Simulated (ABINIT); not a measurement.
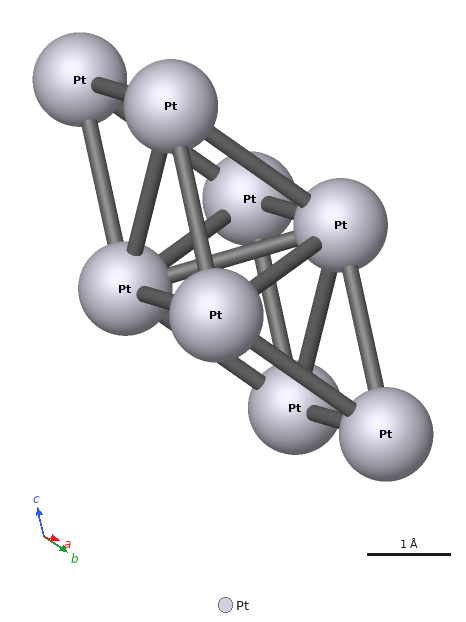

The input geometry (ball-and-stick view of the reduced cell, seen slightly off an axis). An atom can appear more than once, as a periodic image. Near neighbours in the periodic cell (some may lie outside the picture): Pt has 12 Pt at 2.75 to 2.76 Å.

**Single-point calculation, with input and output: Pt**

- system: Pt (I4/mmm, 1 atom in the cell)
- method: Kohn-Sham DFT of a periodic cell, PBE, JTH PAW PBE v2.0, no spin polarisation (ABINIT 10.8.3)

The structure derives from an entry of the Crystallography Open Database. The geometry was changed: biaxial strain of -1 %.

The program's output:
```
.Version 10.8.3 of ABINIT
 Symmetries : space group I4/m m m (#139); Bravais tI (body-center tetrag.)
================================================================================
 Values of the parameters that define the memory need of the present run
     intxc =       0    ionmov =       0      iscf =      17    lmnmax =      18
     lnmax =       6     mgfft =      20  mpssoang =       3    mqgrid =    3001
     natom =       1  nloc_mem =       2    nspden =       1   nspinor =       1
    nsppol =       1      nsym =      16    n1xccc =       1    ntypat =       1
    occopt =       3   xclevel =       2
       mpw =         318          nfft =        8000          nkpt =         163
 PAW method is used; the additional fine FFT grid is defined by:
   mgfftf=        30    nfftf =     27000
================================================================================
================================================================================

--------------------------------------------------------------------------------
------------- Echo of variables that govern the present computation ------------
--------------------------------------------------------------------------------
 -outvars: echo values of preprocessed input variables --------
            acell      1.8897261259E+00  1.8897261259E+00  1.8897261259E+00 Bohr
              amu      1.95080000E+02
          chkprim           0
      chksymtnons           0
             ecut      1.60000000E+01 Hartree
                       outvar_i_n : Printing only first  50 k-points.
              ixc          11
                       outvar_i_n : Printing only first  50 k-points.
         kptrlatt       12    0    0      0   12    0      0    0   12
          kptrlen      6.22566506E+01
            natom           1
            nband           9
            ngfft          20      20      20
          ngfftdg          30      30      30
             nkpt         163
            nstep         100
             nsym          16
           ntypat           1
                       prtocc : prtvol=0, do not print more k-points.
           occopt           3
        pawecutdg      3.20000000E+01 Hartree
         pawxcdev           0
           prtden           0
        prtebands           0
           prteig           0
            prtwf           0
            rprim      0.0000000000E+00  1.9412910000E+00  1.9609000000E+00
                       1.9412910000E+00  0.0000000000E+00  1.9609000000E+00
                       1.9412910000E+00  1.9412910000E+00  0.0000000000E+00
          spgroup         139
           tolsym      1.00000000E-06
           tolvrs      1.00000000E-09
           tsmear      1.83747000E-03 Hartree
            typat      1
           useylm           1
                       outvars : Printing only first  50 k-points.
            znucl       78.00000

================================================================================

 chkinp: Checking input parameters for consistency.

================================================================================
== DATASET  1 ==================================================================

--- !DatasetInfo
iteration_state: {dtset: 1, }
dimensions: {natom: 1, nkpt: 163, mband: 9, nsppol: 1, nspinor: 1, nspden: 1, mpw: 318, }
cutoff_energies: {ecut:  16.0, pawecutdg:  32.0, }
electrons: {nelect:   1.00000000E+01, charge:   0.00000000E+00, occopt:   3.00000000E+00, tsmear:   1.83747000E-03, }
meta: {optdriver: 0, ionmov: 0, optcell: 0, iscf: 17, paral_kgb: 0, }
...

 Exchange-correlation functional for the present dataset will be:
  GGA: Perdew-Burke-Ernzerhof functional - ixc=11
  J.P.Perdew, K.Burke, M.Ernzerhof, PRL 77, 3865 (1996)

 Real(R)+Recip(G) space primitive vectors, cartesian coordinates (Bohr,Bohr^-1):
 R(1)=  0.0000000  3.6685083  3.7055640  G(1)= -0.1362952  0.1362952  0.1349322
 R(2)=  3.6685083  0.0000000  3.7055640  G(2)=  0.1362952 -0.1362952  0.1349322
 R(3)=  3.6685083  3.6685083  0.0000000  G(3)=  0.1362952  0.1362952 -0.1349322
 Unit cell volume ucvol=  9.9738613E+01 bohr^3
 Angles (23,13,12)=  6.01665059E+01  6.01665059E+01  5.96669882E+01 degrees

 Coarse grid specifications (used for wave-functions):

 getcut: wavevector=  0.0000  0.0000  0.0000  ngfft=  20  20  20
         ecut(hartree)=     16.000   => boxcut(ratio)=   2.13024

 Fine grid specifications (used for densities):

 getcut: wavevector=  0.0000  0.0000  0.0000  ngfft=  30  30  30
         ecut(hartree)=     32.000   => boxcut(ratio)=   2.26200

 getcut : COMMENT -
  Note that boxcut > 2.2 ; recall that boxcut=Gcut(box)/Gcut(sphere) = 2
  is sufficient for exact treatment of convolution.
  Such a large boxcut is a waste : you could raise ecut
  e.g. ecut=   40.933048 Hartrees makes boxcut=2

--- Pseudopotential description ------------------------------------------------
- pspini: atom type   1  psp file is ./Pt.GGA_PBE-JTH.xml
 Pseudopotential format is: paw10
 basis_size (lnmax)=  6 (lmn_size= 18), orbitals=   0   0   1   1   2   2
 Spheres core radius: rc_sph= 2.51621648
 Shapefunction is SIN type: shapef(r)=[sin(pi*r/rshp)/(pi*r/rshp)]**2
 Radius for shape functions =  2.25451594
 Compensation charge density is not taken into account in XC energy/potential

   3.18926860E+02                                ecore*ucvol(ha*bohr**3)
--------------------------------------------------------------------------------

================================================================================

--- !BeginCycle
iteration_state: {dtset: 1, }
solver: {iscf: 17, nstep: 100, nline: 4, wfoptalg: 10, }
tolerances: {tolvrs: 1.00E-09, }
...

     iter   Etot(hartree)      deltaE(h)  residm     nres2
 ETOT  1  -26.908015323104    -2.691E+01 6.725E-01 9.816E+00
 ETOT  2  -27.049047973132    -1.410E-01 5.446E-02 5.289E+00
 ETOT  3  -27.020609853603     2.844E-02 1.767E-02 7.299E-01
 ETOT  4  -27.020786183061    -1.763E-04 5.278E-03 3.378E-01
 ETOT  5  -27.019911185026     8.750E-04 5.690E-03 6.266E-02
 ETOT  6  -27.020005005828    -9.382E-05 2.226E-03 5.069E-02
 ETOT  7  -27.019972782623     3.222E-05 1.621E-03 3.341E-02
 ETOT  8  -27.020929918486    -9.571E-04 9.148E-04 3.515E-01
 ETOT  9  -27.020261432852     6.685E-04 4.963E-04 1.360E-01
 ETOT 10  -27.019942843569     3.186E-04 2.582E-04 1.983E-03
 ETOT 11  -27.019978443702    -3.560E-05 1.362E-04 1.744E-03
 ETOT 12  -27.019974111567     4.332E-06 9.876E-05 9.968E-05
 ETOT 13  -27.019976932151    -2.821E-06 6.544E-05 6.864E-04
 ETOT 14  -27.019975024573     1.908E-06 7.693E-05 3.320E-06
 ETOT 15  -27.019975329435    -3.049E-07 3.030E-05 1.088E-05
 ETOT 16  -27.019975315488     1.395E-08 5.799E-05 6.197E-06
 ETOT 17  -27.019975310709     4.779E-09 1.900E-05 3.363E-06
 ETOT 18  -27.019975304553     6.156E-09 4.214E-05 1.011E-06
 ETOT 19  -27.019975303118     1.435E-09 1.356E-05 1.338E-07
 ETOT 20  -27.019975303057     6.131E-11 2.974E-05 1.334E-08
 ETOT 21  -27.019975303089    -3.255E-11 1.037E-05 1.246E-08
 ETOT 22  -27.019975303082     7.400E-12 2.187E-05 9.535E-09
 ETOT 23  -27.019975303054     2.742E-11 9.502E-06 1.477E-09
 ETOT 24  -27.019975303052     2.512E-12 1.993E-05 1.167E-10

 At SCF step   24       nres2   =  1.17E-10 < tolvrs=  1.00E-09 =>converged.

 Cartesian components of stress tensor (hartree/bohr^3)
  sigma(1 1)= -6.06427853E-04  sigma(3 2)=  0.00000000E+00
  sigma(2 2)= -6.06427853E-04  sigma(3 1)=  0.00000000E+00
  sigma(3 3)= -5.83383512E-04  sigma(2 1)=  0.00000000E+00

--- !ResultsGS
iteration_state: {dtset: 1, }
comment   : Summary of ground state results
lattice_vectors:
- [  0.0000000,   3.6685083,   3.7055640, ]
- [  3.6685083,   0.0000000,   3.7055640, ]
- [  3.6685083,   3.6685083,   0.0000000, ]
lattice_lengths: [   5.21432,    5.21432,    5.18805, ]
lattice_angles: [ 60.167,  60.167,  59.667, ] # degrees, (23, 13, 12)
lattice_volume:   9.9738613E+01
convergence: {deltae:  2.512E-12, res2:  1.167E-10, residm:  1.993E-05, diffor: null, }
etotal    :  -2.70199753E+01
entropy   :   0.00000000E+00
fermie    :   3.55804736E-01
cartesian_stress_tensor: # hartree/bohr^3
- [ -6.06427853E-04,   0.00000000E+00,   0.00000000E+00, ]
- [  0.00000000E+00,  -6.06427853E-04,   0.00000000E+00, ]
- [  0.00000000E+00,   0.00000000E+00,  -5.83383512E-04, ]
pressure_GPa:   1.7616E+01
xred      :
- [  0.0000E+00,   0.0000E+00,   0.0000E+00, Pt]
cartesian_forces: # hartree/bohr
- [ -0.00000000E+00,  -0.00000000E+00,  -0.00000000E+00, ]
force_length_stats: {min:   0.00000000E+00, max:   0.00000000E+00, mean:   0.00000000E+00, }
...

 Integrated electronic density in atomic spheres:
 ------------------------------------------------
 Atom  Sphere_radius  Integrated_density
    1        2.51622          8.67718003

================================================================================

 ----iterations are completed or convergence reached----

 Mean square residual over all n,k,spin=   41.453E-09; max=  19.926E-06
 reduced coordinates (array xred) for    1 atoms
       0.000000000000      0.000000000000      0.000000000000
 rms dE/dt=  0.0000E+00; max dE/dt=  0.0000E+00; dE/dt below (all hartree)
    1       0.000000000000      0.000000000000      0.000000000000

 cartesian coordinates (angstrom) at end:
    1      0.00000000000000     0.00000000000000     0.00000000000000

 cartesian forces (hartree/bohr) at end:
    1     -0.00000000000000    -0.00000000000000    -0.00000000000000
 frms,max,avg= 0.0000000E+00 0.0000000E+00   0.000E+00  0.000E+00  0.000E+00 h/b

 cartesian forces (eV/Angstrom) at end:
    1     -0.00000000000000    -0.00000000000000    -0.00000000000000
 frms,max,avg= 0.0000000E+00 0.0000000E+00   0.000E+00  0.000E+00  0.000E+00 e/A
 length scales=  1.889726125908  1.889726125908  1.889726125908 bohr
              =  1.000000000000  1.000000000000  1.000000000000 angstroms
 Fermi (or HOMO) energy (hartree) =   0.35580   Average Vxc (hartree)=  -0.46096
 Eigenvalues (hartree) for nkpt= 163  k points:
 kpt#   1, nband=  9, wtk=  0.00058, kpt=  0.0000  0.0000  0.0000 (reduced coord)
  -0.02915    0.20830    0.21289    0.21289    0.29058    0.29576    0.92084    1.10012
   1.10962
      occupation numbers for kpt#   1
   2.00000    2.00000    2.00000    2.00000    2.00000    2.00000    0.00000    0.00000
   0.00000
 prteigrs : prtvol=0 or 1, do not print more k-points.

--- !EnergyTerms
iteration_state     : {dtset: 1, }
comment             : Components of total free energy in Hartree
kinetic             :  8.25227850149358E+00
hartree             :  1.97803443274186E+00
xc                  : -2.92564125075736E+00
Ewald energy        : -3.11401803790131E+01
psp_core            :  3.19762676357241E+00
local_psp           : -8.79476071055851E+00
PAW spherical_terms :  2.41322131623403E+00
internal            : -2.70194213262871E+01
'-kT*entropy'       : -5.55510188484947E-04
total_energy        : -2.70199768364756E+01
total_energy_eV     : -7.35251026054798E+02
...

--- !EnergyTermsDC
iteration_state     : {dtset: 1, }
comment             : '"Double-counting" decomposition of free energy'
band_energy         :  2.17411880189755E+00
Ewald energy        : -3.11401803790131E+01
psp_core            :  3.19762676357241E+00
xc_dc               : -1.50309018122171E+00
PAW spherical_terms :  2.52105201901540E-01
internal            : -2.70194197928633E+01
'-kT*entropy'       : -5.55510188484947E-04
total_energy_dc     : -2.70199753030518E+01
total_energy_dc_eV  : -7.35250984328211E+02
...

--- !EnergyTermsWithPAWCore
iteration_state     : {dtset: 1, }
comment             : 'Components of total free energy, including PAW core contributions'
Total energy        : -1.84137377170917E+04
Total energy DC     : -1.84137377155583E+04
Total energy (eV)   : -5.01063329251972E+05
Total energy DC (eV): -5.01063329210245E+05
...

 Cartesian components of stress tensor (hartree/bohr^3)
  sigma(1 1)= -6.06427853E-04  sigma(3 2)=  0.00000000E+00
  sigma(2 2)= -6.06427853E-04  sigma(3 1)=  0.00000000E+00
  sigma(3 3)= -5.83383512E-04  sigma(2 1)=  0.00000000E+00

-Cartesian components of stress tensor (GPa)         [Pressure=  1.7616E+01 GPa]
- sigma(1 1)= -1.78417234E+01  sigma(3 2)=  0.00000000E+00
- sigma(2 2)= -1.78417234E+01  sigma(3 1)=  0.00000000E+00
- sigma(3 3)= -1.71637355E+01  sigma(2 1)=  0.00000000E+00

== END DATASET(S) ==============================================================
================================================================================

 -outvars: echo values of variables after computation  --------
            acell      1.8897261259E+00  1.8897261259E+00  1.8897261259E+00 Bohr
           etotal     -2.7019975303E+01
            fcart     -0.0000000000E+00 -0.0000000000E+00 -0.0000000000E+00
            rprim      0.0000000000E+00  1.9412910000E+00  1.9609000000E+00
                       1.9412910000E+00  0.0000000000E+00  1.9609000000E+00
                       1.9412910000E+00  1.9412910000E+00  0.0000000000E+00
           strten     -6.0642785344E-04 -6.0642785344E-04 -5.8338351239E-04
                       0.0000000000E+00  0.0000000000E+00  0.0000000000E+00
 Calculation completed.
```

This output came from the following input.

The input:
```
# Pseudopotentials
pp_dirpath "./"
pseudos "Pt.GGA_PBE-JTH.xml"

# Structure
acell 3*1.0 Angstrom
rprim
     0.0000000000     1.9412910000     1.9609000000
     1.9412910000     0.0000000000     1.9609000000
     1.9412910000     1.9412910000     0.0000000000
ntypat 1
znucl 78
natom 1
typat 1
xred
     0.0000000000     0.0000000000     0.0000000000
chkprim 0
chksymtnons 0
tolsym 1.0e-6

# Plane-wave basis
ecut 16.0
pawecutdg 32.0
pawxcdev 0

# k points
kptopt 1
ngkpt 12 12 12
nshiftk 1
shiftk 0.0 0.0 0.0

# Exchange and correlation
ixc 11

# Bands and occupations
nband 9
occopt 3
tsmear 0.00183747

# SCF cycle
nstep 100
tolvrs 1.0e-9

# Output
iomode 3
prtwf 0
prtden 0
prteig 0
prtebands 0
```

Launched with:
```bash
abinit run.abi > log 2>&1
```

Key numbers:

| quantity | value |
| --- | --- |
| outcome | converged |
| space group (tolerance 0.01 Å) | I4/mmm (139) |
| electrons treated | 10 |
| free energy | −735.2510 eV |
| Fermi energy | 9.682 eV |
| gap on the k-point mesh | none (metallic) |
| pressure | 17.62 GPa |
| largest force (length of the vector) | under 0.001 eV/Å |
| hardware | 1 thread of Arm Neoverse V1, 24 GiB of memory available, shared host |
| wall time | 26 s |
| peak memory | 0.1 GiB |

Spin–orbit coupling is left out, which matters for Pt. The cell is under a pressure of 17.6 GPa at this level, so it is not at its equilibrium volume.
